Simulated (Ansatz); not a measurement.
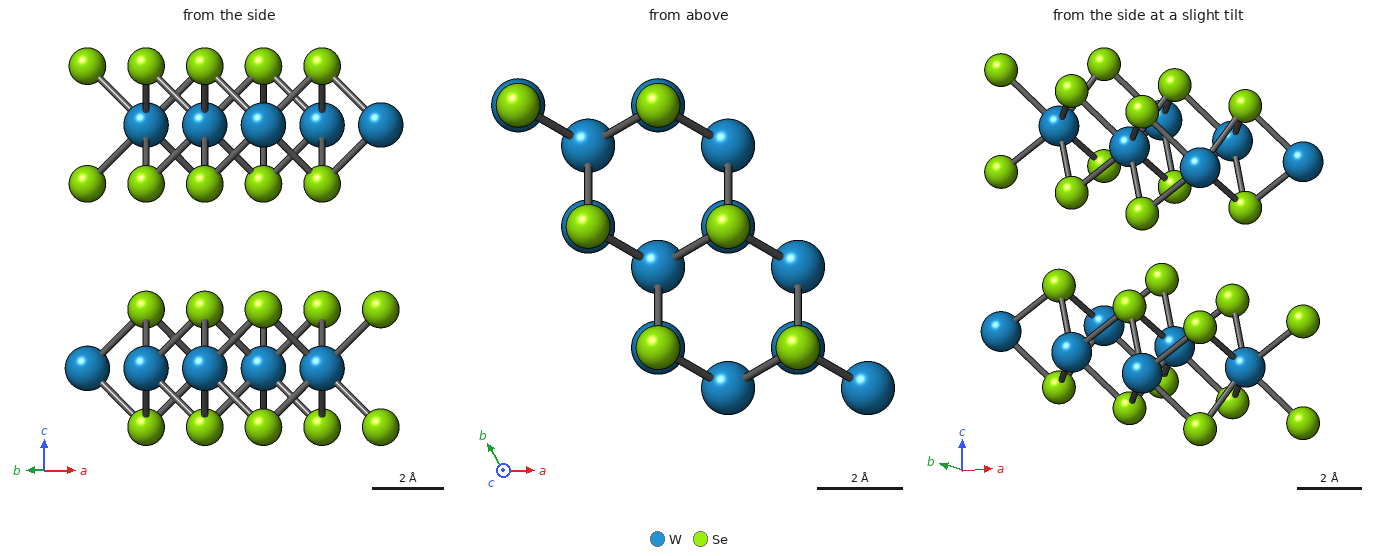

A ball-and-stick picture of a periodic slab, seen from the side, from above and from the side at a slight tilt. The surface normal points up in side views; the vacuum is left out. 2×3 cells are drawn in the plane, with atoms at the edges repeated.

The cell holds 2 W, 4 Se.

### Which atoms form the outer planes?

The top face ends in Se, the bottom face in Se. The two faces are alike.

### Read the thickness off the scale bar.

About 10 Å from the lowest to the highest atom.

### What is the order of the atomic planes, starting from the top?

Six planes: Se / W / Se / Se / W / Se.

The model was built from a structure listed in the Materials Project. It was relaxed at fixed volume with DFT r2SCAN, scalar-relativistic, plane waves, PAW in Ansatz.
